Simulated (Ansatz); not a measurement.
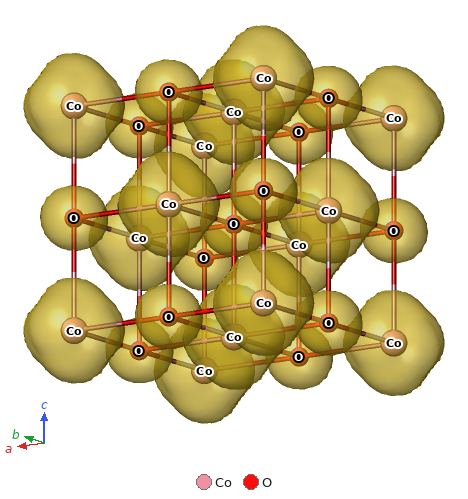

Figure 1: CoO. Isosurfaces of the spin density (up minus down) at +0.1 (yellow) and −0.1 e/Å³ (cyan), seen at an oblique angle. Sticks mark near contacts.

Space group Fm-3m; spin-polarised.

Computed with Ansatz 0.2.0, DFT PBEsol, scalar-relativistic, plane waves, PAW.

The density is the valence pseudo-density of a PAW calculation; it isn't the true density close to the nuclei.

Which atoms carry the moments, and with what signs?

Answer. The spin density sits on Co: +2.3 μB (×4) in one cell of 8 atoms, with smaller moments on other sites: O (up to +0.29 μB): parallel moments (a ferromagnetic arrangement) in this solution. The cell of the calculation (4 atoms) carries 5.5 μB of net spin moment. Only one sign reaches the isovalue.
